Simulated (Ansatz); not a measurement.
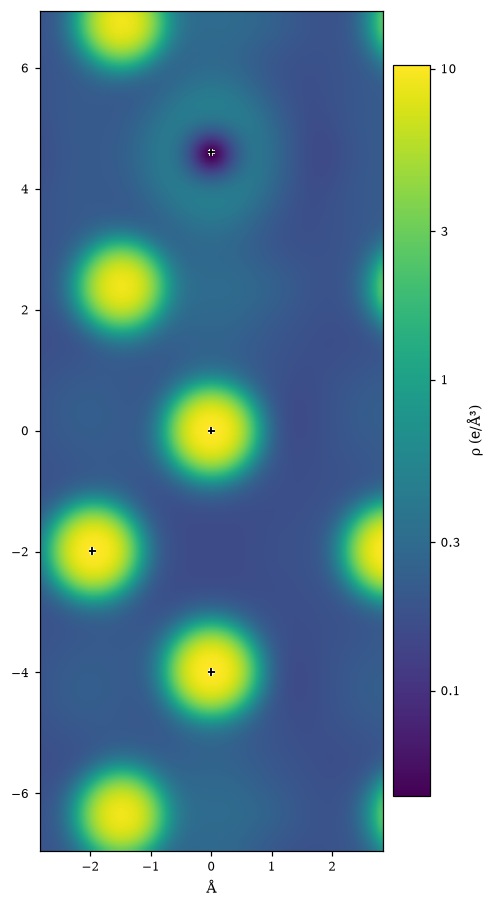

The valence pseudo-density on a plane through atoms (crosses mark nuclei in the plane).

Method: DFT PBEsol, scalar-relativistic, plane waves, PAW (Ansatz 0.2.0).

Candidates:
A. Ta₂Si, a = 6.14 Å, b = 6.14 Å, c = 5.04 Å, α = 90.00°, β = 90.00°, γ = 90.00°. Space group I4/mcm; a structure from a database of computed crystals, not necessarily the ambient phase.
B. Ni₃Ge, a = 3.52 Å, b = 3.52 Å, c = 10.57 Å, α = 90.00°, β = 90.00°, γ = 90.00°. Space group Pm-3m; a structure from a database of computed crystals, not necessarily the ambient phase; computed without spin polarisation.
C. Ti₅Si, a = 4.98 Å, b = 4.98 Å, c = 13.20 Å, α = 90.00°, β = 90.00°, γ = 120.00°. Space group R32; a structure from a database of computed crystals, not necessarily the ambient phase; computed without spin polarisation.

Q: Which system is this?

A: Candidate C: Ti₅Si on the (010) plane of the conventional cell, which holds Ti and Si. Ti–Ti (2.80 Å): ρ is about 0.19 e/Å³ halfway.
